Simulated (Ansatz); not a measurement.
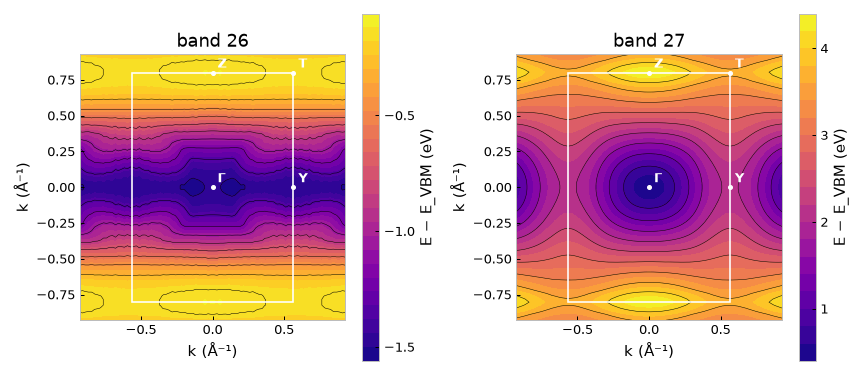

Two bands of AgCl (Cmcm) over the plane through Γ, Y and T: the highest mostly filled and the lowest mostly empty one.

These are results of DFT PBE, scalar-relativistic, plane waves, PAW; levels and slopes on a dense k mesh at the converged density in Ansatz, not measurements. No spin polarisation. k mesh for the levels: 20×20×18. Unrelaxed database geometry. The cell comes from a database of computed structures, not from a measurement.

Question: Give both levels and their distance at the named points.

Answer:
```
point  lower band (eV)  upper band (eV)  distance (eV)
    Γ            −1.50             0.46           1.96
    Y            −1.48             2.04           3.52
    T            −0.16             3.65           3.81
    Z            −0.12             4.36           4.47
```

Question: Where are the band edges of the whole zone?

Answer: The valence band has two equivalent maxima on the Σ₀–Γ line, nearly flat in one direction, with masses 0.49 and 0.72 mₑ across; the conduction band has one minimum at Γ, principal masses 0.22, 0.22 and 0.35 mₑ. The gap is indirect, 0.46 eV at this level of theory (semilocal functionals give gaps that are too small, and can reorder valleys that lie close).

Spin-orbit coupling, left out here, can change the gap, its kind, the place of the band edges and the masses, since the compound holds Ag.
